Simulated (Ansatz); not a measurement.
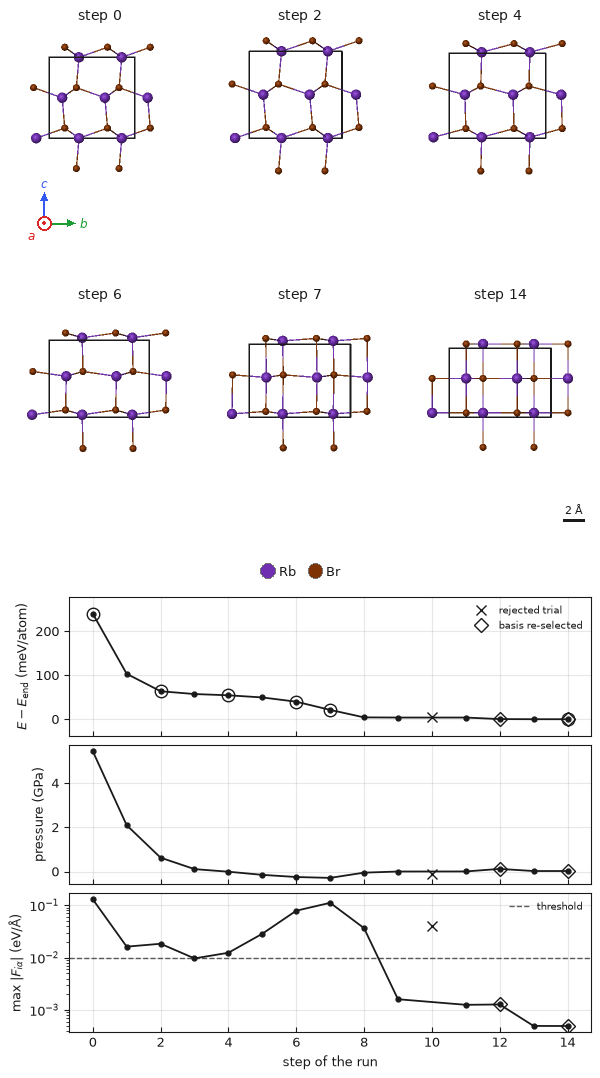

Frames of a relaxation of crystalline RbBr (built on the CdTe-36 type type), marked on the history of the run. A ball-and-stick model of the conventional cell (2 times the calculation's cell), seen along the a axis. Lengths and directions refer to the drawn axes.

The calculation used DFT, PBEsol, plane waves, PAW (Ansatz). Settings: plane-wave cutoff 420 eV; k-point mesh 6 × 6 × 4; occupations fermi dirac; smearing width 0.03 eV; no spin polarisation; cell and atoms relaxed; force threshold 0.01 eV/Å; at most 120 steps.

Q: Describe the path.

A: The largest moves relative to the cell, 0.45 Å, are those of Rb and Br atoms. Largest moves by element: Rb 0.45 Å, Br 0.45 Å. The volume changes by +20.2 %, with a 4.924 → 5.832 Å (+18.4 %), b 8.419 → 10.025 Å (+19.1 %), c 7.965 → 6.790 Å (−14.8 %). Among the contacts that change: Br–Rb 4.982 → 3.395 Å, Br–Rb 3.001 → 3.394 Å, Br–Rb 2.980 → 3.354 Å, Br–Rb 3.001 → 3.355 Å. New bonds form: Br–Rb (4.98 → 3.40 Å). Bond angles that change, for instance: Br–Rb–Br 114.4° → 90.0°, Rb–Br–Rb 111.7° → 90.0°, Br–Rb–Br 106.8° → 90.0°. The space group (tolerance 0.01 Å) goes from Cmc2_1 (No. 36) to Cmcm (No. 63). Over 11 accepted moves (14 points after the start) the energy falls by 240 meV per atom. The largest force component goes from 0.13 to 0.0005 eV/Å. Pressure: 5.44 GPa at the start and 0.02 GPa at the end. The line search rejected the trial step at point 10 of the run. The SCF was repeated twice at an unchanged geometry on a basis and grid sized afresh for the cell, which shifted the energy by 3.5 meV per atom at most. From step 0 to 2: Br atoms move most (0.02 Å), volume +26.5 %, energy −177 meV per atom. From step 2 to 4: Rb and Br atoms move most (0.13 Å), volume +5.3 %, energy −9.2 meV per atom. From step 4 to 6: Br atoms move most (0.18 Å), volume −2.9 %, energy −14.5 meV per atom. From step 6 to 7: Rb and Br atoms move most (0.10 Å), volume −3.4 %, energy −18.7 meV per atom. From step 7 to 14: Rb and Br atoms move most (0.12 Å), volume −3.9 %, energy −21.2 meV per atom.

```tsv
step	E − E(0), meV/atom	largest force component, eV/Å	pressure, GPa	volume, Å³/atom	note
0	0.00	0.1306	5.44	41.276	
1	-136.86	0.0163	2.10	47.367	
2	-176.57	0.0185	0.63	52.225	
3	-182.90	0.0097	0.11	54.742	
4	-185.75	0.0124	-0.01	55.010	
5	-190.65	0.0287	-0.15	54.613	
6	-200.29	0.0790	-0.25	53.439	
7	-218.95	0.1119	-0.29	51.623	
8	-235.99	0.0367	-0.05	49.396	
9	-236.38	0.0016	0.00	49.168	
10	-234.94	0.0398	-0.10	49.610	rejected
11	-236.38	0.0013	0.00	49.156	
12	-239.87	0.0013	0.12	49.156	same geometry, new basis
13	-240.16	0.0005	0.02	49.622	
14	-240.18	0.0005	0.02	49.622	same geometry, new basis
```
